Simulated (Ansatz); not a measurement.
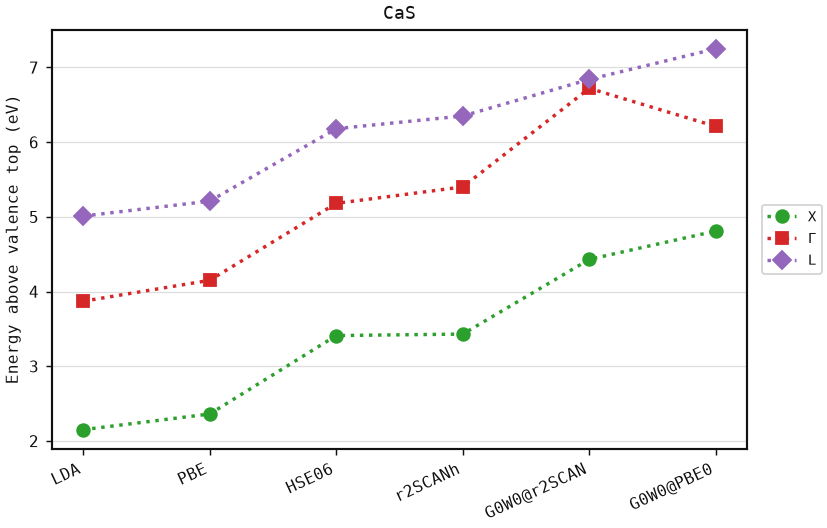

Lowest conduction level at each named k point, counted from the valence-band top at Γ, by several methods on one cell of rocksalt CaS, space group Fm-3m (No. 225), 2 atoms in the primitive cell, relaxed with r2SCAN; cubic a = 5.696 Å. All runs are without spin-orbit coupling and carry no moments.

> How do the methods rank at X?

From low to high: LDA 2.15, PBE 2.36, HSE06 3.41, r2SCANh 3.43, G0W0@r2SCAN 4.43, G0W0@PBE0 4.81 eV. Too close to rank are HSE06 against r2SCANh (different cutoffs).

> Do the methods agree on which of these conduction levels is lowest?

Yes: all put it at X.

```csv
method,program,X (eV),Γ (eV),L (eV)
LDA,Ansatz,2.15,3.87,5.01
PBE,Ansatz,2.36,4.15,5.21
HSE06,Ansatz,3.41,5.18,6.18
r2SCANh,Ansatz,3.43,5.40,6.35
G0W0@r2SCAN,Ansatz,4.43,6.72,6.84
G0W0@PBE0,Ansatz,4.81,6.21,7.25
```

Settings. LDA: Ansatz PAW set, 8×8×8 k mesh, 420 eV cutoff, fixed occupations (Ansatz 0.2.0). PBE: Ansatz PAW set, 8×8×8 k mesh, 420 eV cutoff, Fermi-Dirac smearing of 0.02 eV (Ansatz). HSE06: Ansatz PAW set, 6×6×6 k mesh, 420 eV cutoff, fixed occupations (Ansatz 0.2.0). r2SCANh: Ansatz PAW set, 6×6×6 k mesh, 500 eV cutoff, fixed occupations (Ansatz 0.2.0). G0W0@r2SCAN: r2SCAN, Ansatz PAW set, 6×6×6 k mesh, 500 eV cutoff, fixed occupations (Ansatz 0.2.0), G0W0 with empty bands 253, screening cutoff 180 eV and frequency treatment contour deformation. G0W0@PBE0: PBE0, Ansatz PAW set, 6×6×6 k mesh, 420 eV cutoff, fixed occupations (Ansatz 0.2.0), G0W0 with empty bands 253, screening cutoff 180 eV and frequency treatment contour deformation.

These are six of the 13 methods that were run on this cell. LDA, HSE06, r2SCANh, G0W0@r2SCAN and G0W0@PBE0: the PAW data sets were made with another functional. LDA, GGA and most meta-GGA functionals understate gaps. G0W0@r2SCAN: the k mesh is thin for GW. The GW values are at finite bands, cutoffs and mesh, short of the basis limit.
